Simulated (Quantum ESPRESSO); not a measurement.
## Run report: CsPbCl3, band-structure run

The run: band-structure run of CsPbCl3 (5 atoms in the cell). Method and program: Kohn-Sham DFT of a periodic cell, PBE, SSSP 1.3 efficiency PBE, no spin polarisation (Quantum ESPRESSO 7.5).

The structure derives from an entry of the Crystallography Open Database.

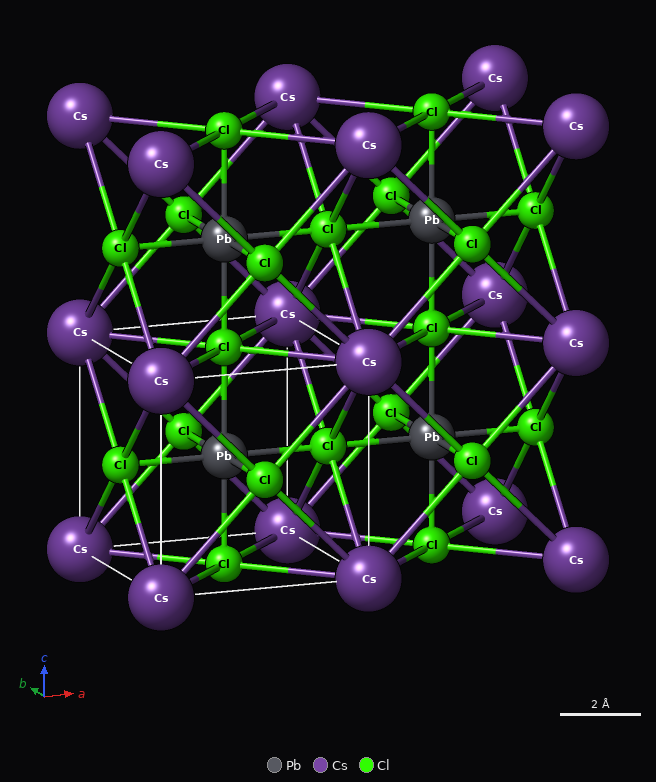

**Figure 1.** The structure (ball-and-stick view of the cell of the calculation, repeated 2 × 1 × 2, seen slightly off an axis).

### The input
```
&CONTROL
  calculation = 'scf'
  prefix = 'pwscf'
  outdir = './tmp'
  pseudo_dir = './pseudo'
  tprnfor = .true.
  tstress = .true.
  disk_io = 'low'
/
&SYSTEM
  ibrav = 0
  nat = 5
  ntyp = 3
  ecutwfc = 55
  ecutrho = 440
  nbnd = 31
  occupations = 'smearing'
  smearing = 'fd'
  degauss = 0.00367493
/
&ELECTRONS
  conv_thr = 1d-09
  electron_maxstep = 120
  mixing_beta = 0.5
/
ATOMIC_SPECIES
Pb   207.2000 Pb.pbe-dn-kjpaw_psl.0.2.2.UPF
Cs   132.9055 Cs_pbe_v1.uspp.F.UPF
Cl    35.4500 cl_pbe_v1.4.uspp.F.UPF
CELL_PARAMETERS angstrom
   5.6050000000    0.0000000000    0.0000000000
   0.0000000000    5.6050000000    0.0000000000
   0.0000000000    0.0000000000    5.6050000000
ATOMIC_POSITIONS crystal
Pb     0.5000000000    0.5000000000    0.5000000000
Cs     0.0000000000    0.0000000000    0.0000000000
Cl     0.5000000000    0.0000000000    0.5000000000
Cl     0.0000000000    0.5000000000    0.5000000000
Cl     0.5000000000    0.5000000000    0.0000000000
K_POINTS automatic
5 5 5 0 0 0
```

### File bands.in
```
&CONTROL
  calculation = 'bands'
  prefix = 'pwscf'
  outdir = './tmp'
  pseudo_dir = './pseudo'
  disk_io = 'low'
  verbosity = 'high'
/
&SYSTEM
  ibrav = 0
  nat = 5
  ntyp = 3
  ecutwfc = 55
  ecutrho = 440
  nbnd = 31
  occupations = 'smearing'
  smearing = 'fd'
  degauss = 0.00367493
/
&ELECTRONS
  conv_thr = 1d-08
  electron_maxstep = 120
  mixing_beta = 0.5
  diago_full_acc = .true.
  startingwfc = 'random'
/
ATOMIC_SPECIES
Pb   207.2000 Pb.pbe-dn-kjpaw_psl.0.2.2.UPF
Cs   132.9055 Cs_pbe_v1.uspp.F.UPF
Cl    35.4500 cl_pbe_v1.4.uspp.F.UPF
CELL_PARAMETERS angstrom
   5.6050000000    0.0000000000    0.0000000000
   0.0000000000    5.6050000000    0.0000000000
   0.0000000000    0.0000000000    5.6050000000
ATOMIC_POSITIONS crystal
Pb     0.5000000000    0.5000000000    0.5000000000
Cs     0.0000000000    0.0000000000    0.0000000000
Cl     0.5000000000    0.0000000000    0.5000000000
Cl     0.0000000000    0.5000000000    0.5000000000
Cl     0.5000000000    0.5000000000    0.0000000000
K_POINTS crystal
60
 0.0000000000  0.0000000000  0.0000000000 1
 0.0000000000  0.0714285714  0.0000000000 1
 0.0000000000  0.1428571429  0.0000000000 1
 0.0000000000  0.2142857143  0.0000000000 1
 0.0000000000  0.2857142857  0.0000000000 1
 0.0000000000  0.3571428571  0.0000000000 1
 0.0000000000  0.4285714286  0.0000000000 1
 0.0000000000  0.5000000000  0.0000000000 1
 0.0714285714  0.5000000000  0.0000000000 1
 0.1428571429  0.5000000000  0.0000000000 1
 0.2142857143  0.5000000000  0.0000000000 1
 0.2857142857  0.5000000000  0.0000000000 1
 0.3571428571  0.5000000000  0.0000000000 1
 0.4285714286  0.5000000000  0.0000000000 1
 0.5000000000  0.5000000000  0.0000000000 1
 0.4545454545  0.4545454545  0.0000000000 1
 0.4090909091  0.4090909091  0.0000000000 1
 0.3636363636  0.3636363636  0.0000000000 1
 0.3181818182  0.3181818182  0.0000000000 1
 0.2727272727  0.2727272727  0.0000000000 1
 0.2272727273  0.2272727273  0.0000000000 1
 0.1818181818  0.1818181818  0.0000000000 1
 0.1363636364  0.1363636364  0.0000000000 1
 0.0909090909  0.0909090909  0.0000000000 1
 0.0454545455  0.0454545455  0.0000000000 1
 0.0000000000  0.0000000000  0.0000000000 1
 0.0357142857  0.0357142857  0.0357142857 1
 0.0714285714  0.0714285714  0.0714285714 1
 0.1071428571  0.1071428571  0.1071428571 1
 0.1428571429  0.1428571429  0.1428571429 1
 0.1785714286  0.1785714286  0.1785714286 1
 0.2142857143  0.2142857143  0.2142857143 1
 0.2500000000  0.2500000000  0.2500000000 1
 0.2857142857  0.2857142857  0.2857142857 1
 0.3214285714  0.3214285714  0.3214285714 1
 0.3571428571  0.3571428571  0.3571428571 1
 0.3928571429  0.3928571429  0.3928571429 1
 0.4285714286  0.4285714286  0.4285714286 1
 0.4642857143  0.4642857143  0.4642857143 1
 0.5000000000  0.5000000000  0.5000000000 1
 0.4545454545  0.5000000000  0.4545454545 1
 0.4090909091  0.5000000000  0.4090909091 1
 0.3636363636  0.5000000000  0.3636363636 1
 0.3181818182  0.5000000000  0.3181818182 1
 0.2727272727  0.5000000000  0.2727272727 1
 0.2272727273  0.5000000000  0.2272727273 1
 0.1818181818  0.5000000000  0.1818181818 1
 0.1363636364  0.5000000000  0.1363636364 1
 0.0909090909  0.5000000000  0.0909090909 1
 0.0454545455  0.5000000000  0.0454545455 1
 0.0000000000  0.5000000000  0.0000000000 1
 0.5000000000  0.5000000000  0.0000000000 1
 0.5000000000  0.5000000000  0.0625000000 1
 0.5000000000  0.5000000000  0.1250000000 1
 0.5000000000  0.5000000000  0.1875000000 1
 0.5000000000  0.5000000000  0.2500000000 1
 0.5000000000  0.5000000000  0.3125000000 1
 0.5000000000  0.5000000000  0.3750000000 1
 0.5000000000  0.5000000000  0.4375000000 1
 0.5000000000  0.5000000000  0.5000000000 1
```

Command:
```bash
OMP_NUM_THREADS=1 mpirun -n 2 pw.x -nk 2 -in pw.in > pw.out
OMP_NUM_THREADS=1 mpirun -n 2 pw.x -nk 2 -in bands.in > bands.out
```

### Log
```
This program is part of the open-source Quantum ESPRESSO suite
     for quantum simulation of materials; please cite
         "P. Giannozzi et al., J. Phys.:Condens. Matter 21 395502 (2009);
         "P. Giannozzi et al., J. Phys.:Condens. Matter 29 465901 (2017);
         "P. Giannozzi et al., J. Chem. Phys. 152 154105 (2020);
          URL
     in publications or presentations arising from this work. More details at

     file Pb.pbe-dn-kjpaw_psl.0.2.2.UPF: wavefunction(s)  6S renormalized
     Message from routine setup:
     using ibrav=0 with symmetry is DISCOURAGED, use correct ibrav instead

     K-points division:     npool     =       2
     Subspace diagonalization in iterative solution of the eigenvalue problem:
     a serial algorithm will be used

     G-vector sticks info
     --------------------
     sticks:   dense  smooth     PW     G-vecs:    dense   smooth      PW
     Sum        3937    1961    553               185183    65267    9771

     Using Slab Decomposition

     bravais-lattice index     =            0
     lattice parameter (alat)  =      10.5919  a.u.
     unit-cell volume          =    1188.2928 (a.u.)^3
     number of atoms/cell      =            5
     number of atomic types    =            3
     number of electrons       =        44.00
     number of Kohn-Sham states=           31
     kinetic-energy cutoff     =      55.0000  Ry
     charge density cutoff     =     440.0000  Ry
     scf convergence threshold =      1.0E-09
     mixing beta               =       0.5000
     number of iterations used =            8  plain     mixing
     Exchange-correlation=  SLA  PW   PBX  PBC
                           (   1   4   3   4   0   0   0)

     celldm(1)=  10.591915  celldm(2)=   0.000000  celldm(3)=   0.000000
     celldm(4)=   0.000000  celldm(5)=   0.000000  celldm(6)=   0.000000

     crystal axes: (cart. coord. in units of alat)
               a(1) = (   1.000000   0.000000   0.000000 )
               a(2) = (   0.000000   1.000000   0.000000 )
               a(3) = (   0.000000   0.000000   1.000000 )

     reciprocal axes: (cart. coord. in units 2 pi/alat)
               b(1) = (  1.000000  0.000000  0.000000 )
               b(2) = (  0.000000  1.000000  0.000000 )
               b(3) = (  0.000000  0.000000  1.000000 )

     PseudoPot. # 1 for Pb read from file:
     Pb.pbe-dn-kjpaw_psl.0.2.2.UPF
     Pseudo is Projector augmented-wave + core cor, Zval = 14.0
     Generated using "atomic" code by A. Dal Corso  v.5.0.99 svn rev. 10869
     Shape of augmentation charge: PSQ
     Using radial grid of 1281 points,  6 beta functions with:
                l(1) =   0
                l(2) =   0
                l(3) =   1
                l(4) =   1
                l(5) =   2
                l(6) =   2
     Q(r) pseudized with 0 coefficients

     PseudoPot. # 2 for Cs read from file:
     Cs_pbe_v1.uspp.F.UPF
     Pseudo is Ultrasoft + core correction, Zval =  9.0
     Generated by new atomic code, or converted to UPF format
     Using radial grid of  905 points,  6 beta functions with:
                l(1) =   0
                l(2) =   0
                l(3) =   1
                l(4) =   1
                l(5) =   2
                l(6) =   2
     Q(r) pseudized with  6 coefficients,  rinner =    1.500   1.500   1.500
                                                       1.500   1.500

     PseudoPot. # 3 for Cl read from file:
     cl_pbe_v1.4.uspp.F.UPF
     Pseudo is Ultrasoft + core correction, Zval =  7.0
     Generated by new atomic code, or converted to UPF format
     Using radial grid of  909 points,  6 beta functions with:
                l(1) =   0
                l(2) =   0
                l(3) =   1
                l(4) =   1
                l(5) =   2
                l(6) =   2
     Q(r) pseudized with  8 coefficients,  rinner =    1.300   1.300   1.300
                                                       1.300   1.300

     atomic species   valence    mass     pseudopotential
     Pb               14.00   207.20000     Pb( 1.00)
     Cs                9.00   132.90550     Cs( 1.00)
     Cl                7.00    35.45000     Cl( 1.00)

     48 Sym. Ops., with inversion, found

   Cartesian axes

     site n.     atom                  positions (alat units)
         1        Pb     tau(   1) = (   0.5000000   0.5000000   0.5000000  )
         2        Cs     tau(   2) = (   0.0000000   0.0000000   0.0000000  )
         3        Cl     tau(   3) = (   0.5000000   0.0000000   0.5000000  )
         4        Cl     tau(   4) = (   0.0000000   0.5000000   0.5000000  )
         5        Cl     tau(   5) = (   0.5000000   0.5000000   0.0000000  )

     number of k points=    10  Fermi-Dirac smearing, width (Ry)=  0.0037
                       cart. coord. in units 2pi/alat
        k(    1) = (   0.0000000   0.0000000   0.0000000), wk =   0.0160000
        k(    2) = (   0.0000000   0.0000000   0.2000000), wk =   0.0960000
        k(    3) = (   0.0000000   0.0000000   0.4000000), wk =   0.0960000
        k(    4) = (   0.0000000   0.2000000   0.2000000), wk =   0.1920000
        k(    5) = (   0.0000000   0.2000000   0.4000000), wk =   0.3840000
        k(    6) = (   0.0000000   0.4000000   0.4000000), wk =   0.1920000
        k(    7) = (   0.2000000   0.2000000   0.2000000), wk =   0.1280000
        k(    8) = (   0.2000000   0.2000000   0.4000000), wk =   0.3840000
        k(    9) = (   0.2000000   0.4000000   0.4000000), wk =   0.3840000
        k(   10) = (   0.4000000   0.4000000   0.4000000), wk =   0.1280000

     Dense  grid:   185183 G-vectors     FFT dimensions: (  72,  72,  72)

     Smooth grid:    65267 G-vectors     FFT dimensions: (  54,  54,  54)

     Initial potential from superposition of free atoms

     starting charge      43.9582, renormalised to      44.0000

     negative rho (up, down):  4.625E-02 0.000E+00
     Starting wfcs are   34 randomized atomic wfcs
     Checking if some PAW data can be deallocated...

     Self-consistent Calculation

     iteration #  1     ecut=    55.00 Ry     beta= 0.50
     Davidson diagonalization with overlap
     ethr =  1.00E-02,  avg # of iterations =  3.6

     Threshold (ethr) on eigenvalues was too large:
     Diagonalizing with lowered threshold

     Davidson diagonalization with overlap
     ethr =  4.81E-04,  avg # of iterations =  3.0

     negative rho (up, down):  4.709E-02 0.000E+00

     total energy              =   -1033.99476133 Ry
     estimated scf accuracy    <       0.20022021 Ry

     iteration #  2     ecut=    55.00 Ry     beta= 0.50
     Davidson diagonalization with overlap
     ethr =  4.55E-04,  avg # of iterations =  2.5

     negative rho (up, down):  4.585E-02 0.000E+00

     total energy              =   -1034.04692466 Ry
     estimated scf accuracy    <       0.00986302 Ry

     iteration #  3     ecut=    55.00 Ry     beta= 0.50
     Davidson diagonalization with overlap
     ethr =  2.24E-05,  avg # of iterations =  6.2

     negative rho (up, down):  4.495E-02 0.000E+00

     total energy              =   -1034.05333730 Ry
     estimated scf accuracy    <       0.00228868 Ry

     iteration #  4     ecut=    55.00 Ry     beta= 0.50
     Davidson diagonalization with overlap
     ethr =  5.20E-06,  avg # of iterations =  4.2

     negative rho (up, down):  4.489E-02 0.000E+00

     total energy              =   -1034.05375981 Ry
     estimated scf accuracy    <       0.00010844 Ry

     iteration #  5     ecut=    55.00 Ry     beta= 0.50
     Davidson diagonalization with overlap
     ethr =  2.46E-07,  avg # of iterations =  5.0

     negative rho (up, down):  4.492E-02 0.000E+00

     total energy              =   -1034.05382752 Ry
     estimated scf accuracy    <       0.00001569 Ry

     iteration #  6     ecut=    55.00 Ry     beta= 0.50
     Davidson diagonalization with overlap
     ethr =  3.57E-08,  avg # of iterations =  4.1

     negative rho (up, down):  4.494E-02 0.000E+00

     total energy              =   -1034.05383210 Ry
     estimated scf accuracy    <       0.00000178 Ry

     iteration #  7     ecut=    55.00 Ry     beta= 0.50
     Davidson diagonalization with overlap
     ethr =  4.04E-09,  avg # of iterations =  5.3

     negative rho (up, down):  4.494E-02 0.000E+00

     total energy              =   -1034.05383371 Ry
     estimated scf accuracy    <       0.00000056 Ry

     iteration #  8     ecut=    55.00 Ry     beta= 0.50
     Davidson diagonalization with overlap
     ethr =  1.28E-09,  avg # of iterations =  3.5

     negative rho (up, down):  4.493E-02 0.000E+00

     total energy              =   -1034.05383382 Ry
     estimated scf accuracy    <          7.6E-09 Ry

     iteration #  9     ecut=    55.00 Ry     beta= 0.50
     Davidson diagonalization with overlap
     ethr =  1.73E-11,  avg # of iterations =  7.4

     negative rho (up, down):  4.493E-02 0.000E+00

     total energy              =   -1034.05383383 Ry
     estimated scf accuracy    <       0.00000002 Ry

     iteration # 10     ecut=    55.00 Ry     beta= 0.50
     Davidson diagonalization with overlap
     ethr =  1.73E-11,  avg # of iterations =  4.0

     negative rho (up, down):  4.493E-02 0.000E+00

     End of self-consistent calculation

          k = 0.0000 0.0000 0.0000 (  8217 PWs)   bands (ev):

   -17.1892 -12.6476 -12.6476 -12.4030 -12.4030 -12.4030 -11.0010 -10.1253
   -10.1253  -3.9912  -3.9912  -3.9912  -2.4541  -0.5025  -0.5025  -0.5025
     1.5321   1.5321   1.5321   1.6415   1.6415   1.6415   7.5226   8.4612
     8.4612   9.3710   9.3710   9.3710  10.3643  10.3643  10.3643

          k = 0.0000 0.0000 0.2000 (  8205 PWs)   bands (ev):

   -17.1884 -12.6476 -12.6122 -12.4035 -12.4035 -12.4030 -10.9524 -10.2363
   -10.1246  -3.9859  -3.9837  -3.9837  -2.9112  -0.4773  -0.4773   0.2700
     1.4919   1.4979   1.4979   1.6033   1.6033   1.6721   7.8794   8.7234
     8.7324   9.3535   9.4791   9.4791   9.5033  10.4173  10.4173

          k = 0.0000 0.0000 0.4000 (  8165 PWs)   bands (ev):

   -17.1872 -12.6474 -12.5526 -12.4044 -12.4044 -12.4030 -10.8020 -10.4904
   -10.1234  -3.9773  -3.9716  -3.9716  -3.3586  -0.4348  -0.4348   0.9319
     1.4292   1.4422   1.4422   1.5414   1.5414   2.2616   7.5073   8.7384
     9.2618   9.5040   9.5216   9.5216   9.8195  10.9179  10.9179

          k = 0.0000 0.2000 0.2000 (  8226 PWs)   bands (ev):

   -17.1877 -12.6303 -12.5925 -12.4041 -12.4035 -12.4035 -10.9087 -10.2798
   -10.1836  -3.9956  -3.9771  -3.9743  -3.2844  -0.4457  -0.0017   0.4820
     1.3248   1.4654   1.5519   1.5576   1.7001   1.7177   8.1599   8.8470
     8.8483   9.1765   9.1769   9.4375   9.7158  10.3032  10.3926

          k = 0.0000 0.2000 0.4000 (  8200 PWs)   bands (ev):

   -17.1865 -12.6246 -12.5361 -12.4049 -12.4044 -12.4035 -10.7708 -10.4952
   -10.2043  -3.9920  -3.9783  -3.9662  -3.6906  -0.3916   0.1989   0.8740
     1.2778   1.4119   1.4829   1.5322   1.7062   2.3987   7.3374   8.6694
     9.0399   9.3761   9.4396   9.6486  10.0118  10.5476  10.6887

          k = 0.0000 0.4000 0.4000 (  8162 PWs)   bands (ev):

   -17.1855 -12.6037 -12.4897 -12.4057 -12.4043 -12.4043 -10.6709 -10.5336
   -10.3583  -4.0749  -4.0063  -3.9979  -3.9573  -0.3155   0.7736   1.0282
     1.2727   1.3631   1.3828   1.4975   1.8934   2.9711   7.0462   7.1206
     9.1768   9.5030   9.7349  10.2171  10.3296  10.3896  10.4523

          k = 0.2000 0.2000 0.2000 (  8172 PWs)   bands (ev):

   -17.1870 -12.5924 -12.5924 -12.4041 -12.4041 -12.4040 -10.8698 -10.2786
   -10.2786  -3.9956  -3.9956  -3.9630  -3.6122   0.0321   0.0321   0.6149
     1.2977   1.2977   1.6708   1.6866   1.6866   1.7374   8.3010   8.6238
     8.6238   9.0755   9.2958   9.2958  10.1428  10.1428  10.4806

          k = 0.2000 0.2000 0.4000 (  8204 PWs)   bands (ev):

   -17.1859 -12.5923 -12.5281 -12.4049 -12.4049 -12.4040 -10.7452 -10.4979
   -10.2767  -4.0010  -3.9956  -3.9937  -3.9677   0.0914   0.3583   0.8656
     1.1517   1.3047   1.6262   1.6560   1.7404   2.5094   7.1508   8.3871
     8.4907   9.1894   9.6819   9.7139  10.3014  10.5426  10.6593

          k = 0.2000 0.4000 0.4000 (  8159 PWs)   bands (ev):

   -17.1849 -12.5619 -12.4896 -12.4057 -12.4049 -12.4049 -10.6604 -10.5318
   -10.4126  -4.3589  -4.0172  -4.0125  -3.9820   0.2778   0.8329   1.0141
     1.0974   1.2493   1.6547   1.6935   1.8960   3.0748   6.8402   6.9212
     8.1565   9.5104   9.9208   9.9952  10.2468  10.3372  10.7742

          k = 0.4000 0.4000 0.4000 (  8192 PWs)   bands (ev):

   -17.1840 -12.4896 -12.4896 -12.4058 -12.4058 -12.4057 -10.6207 -10.5288
   -10.5288  -4.7174  -4.0348  -4.0348  -4.0220   0.9224   0.9868   0.9868
     1.1930   1.1930   1.8800   1.8800   1.9132   3.5670   6.5292   6.5292
     6.6991   9.3881   9.8568   9.8568   9.8716  10.7519  10.7519

     the Fermi energy is     5.0507 ev

!    total energy              =   -1034.05383384 Ry
     estimated scf accuracy    <          2.0E-10 Ry
     smearing contrib. (-TS)   =      -0.00000000 Ry
     internal energy E=F+TS    =   -1034.05383384 Ry

     The total energy is F=E-TS. E is the sum of the following terms:
     one-electron contribution =     -98.47846723 Ry
     hartree contribution      =      70.84373792 Ry
     xc contribution           =    -103.03352430 Ry
     ewald contribution        =    -174.94142209 Ry
     one-center paw contrib.   =    -728.44415814 Ry

     convergence has been achieved in  10 iterations

     negative rho (up, down):  4.493E-02 0.000E+00

     Forces acting on atoms (cartesian axes, Ry/au):

     atom    1 type  1   force =     0.00000000    0.00000000    0.00000000
     atom    2 type  2   force =     0.00000000    0.00000000    0.00000000
     atom    3 type  3   force =     0.00000000    0.00000000    0.00000000
     atom    4 type  3   force =     0.00000000    0.00000000    0.00000000
     atom    5 type  3   force =     0.00000000    0.00000000    0.00000000

     Total force =     0.000000     Total SCF correction =     0.000000

     Computing stress (Cartesian axis) and pressure

     negative rho (up, down):  4.493E-02 0.000E+00
          total   stress  (Ry/bohr**3)                   (kbar)     P=       17.11
   0.00011632   0.00000000   0.00000000           17.11        0.00        0.00
   0.00000000   0.00011632   0.00000000            0.00       17.11        0.00
   0.00000000   0.00000000   0.00011632            0.00        0.00       17.11

=------------------------------------------------------------------------------=
   JOB DONE.
=------------------------------------------------------------------------------=
```

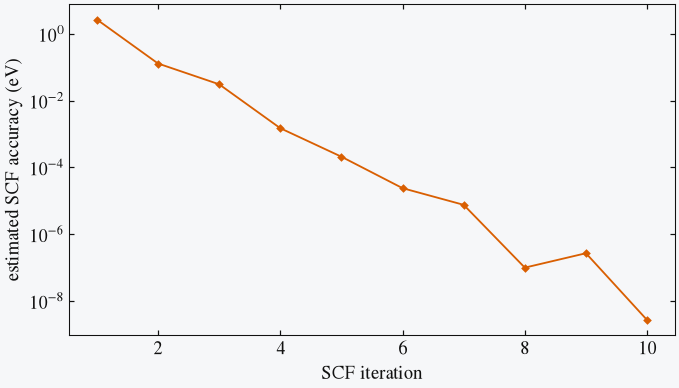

**Figure 2.** Convergence of the self-consistent field: estimated SCF accuracy against the iteration. The field takes 10 iterations in all.

### Summary

| quantity | value |
| --- | --- |
| outcome | converged |
| space group (tolerance 0.01 Å) | Pm-3m (221) |
| electrons treated | 44 |
| free energy | −14069.0191 eV |
| Fermi energy of the self-consistent step | 5.051 eV |
| gap on the k-point mesh | 2.96 eV |
| gap on the band path | 1.94 eV |
| pressure | 1.71 GPa |
| largest force (length of the vector) | under 0.001 eV/Å |
| hardware | 2 threads of AMD EPYC (Zen 5), 64 GiB of memory available, shared host |
| wall time | 3.2 min (CPU time 6.4 min) |
| peak memory | 0.9 GiB |

### Notes

Further notes kept with the run: eigenvalues not converged. Notes on the run: negative rho. Spin–orbit coupling is left out, which matters for Pb.
